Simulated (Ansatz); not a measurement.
SiO2

Input

```
crystal:
  lattice:
    - [4.2361165246, 0.0, 0.0]
    - [0.0, 4.1937553594, 0.0]
    - [0.0, 0.0, 2.6904781099]
  atoms:
    - { symbol: Si, position: [0.5, 0.5, 0.5] }
    - { symbol: Si, position: [0.0, 0.0, 0.0] }
    - { symbol: O, position: [0.6930152168, 0.6930152168, 0.0] }
    - { symbol: O, position: [0.1930152168, 0.8069847832, 0.5] }
    - { symbol: O, position: [0.3069847832, 0.3069847832, 0.0] }
    - { symbol: O, position: [0.8069847832, 0.1930152168, 0.5] }
basis:
  ecutwfc: 420
kpoints:
  mp_grid: { grid: [6, 6, 8] }
hamiltonian:
  xc: pbe
scf:
  occupations: { method: gaussian, width: 0.05 }
output:
  forces: true
  stress: true
  eigenvalues: true
  write_density: true
  write_potential: true
  elf: true
  volumetric_format: npy
```

Command:

```sh
ansatz run input.yaml --threads 1 --pin off --max-ram 2560MiB --backend cpu --events-out ev --progress --plain --runs-dir out
```

Below, planes, directions and counts refer to the conventional cell (a = 4.19 Å, b = 4.24 Å, c = 2.69 Å, α = 90.00°, β = 90.00°, γ = 90.00°).

Space group Pnnm; a structure from a database of computed crystals, not necessarily the ambient phase; changed on purpose from its base cell (strain -0.0100 x Voigt [0, 1, 0, 0, 0, 0], atoms carried along); computed pressure about 3 GPa in this cell.

The calculation used DFT PBE, scalar-relativistic, plane waves, PAW in Ansatz 0.2.0.

What can the converged valence pseudo-density and electron localisation function tell about the bonding?

Si–O (1.83 Å): ρ at the midpoint is about 0.81 e/Å³; the ELF peaks at about 0.85 between the atoms.

Does the calculation make it a metal, or give it a gap?

It is gapped, with a Kohn–Sham gap of 5.2 eV on the k-point mesh (the band edges may lie off the mesh, which would make the gap smaller).

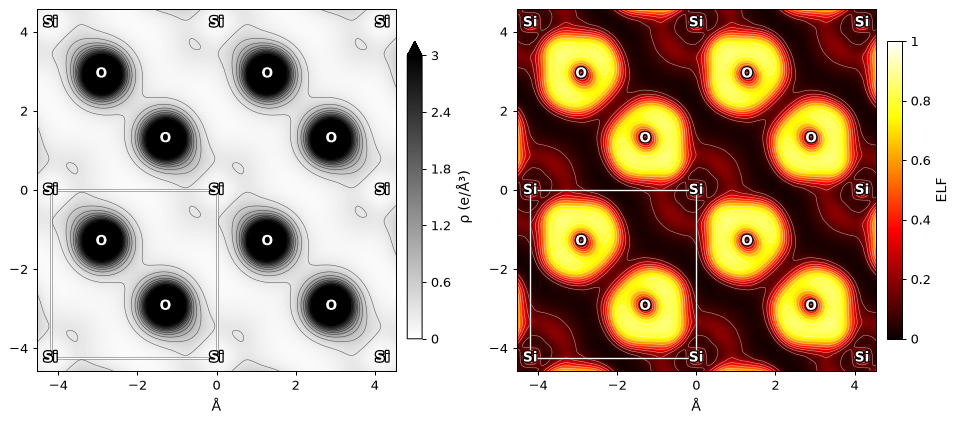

Computed valence pseudo-density and electron localisation function on the (001) plane of the conventional cell, in this order. 
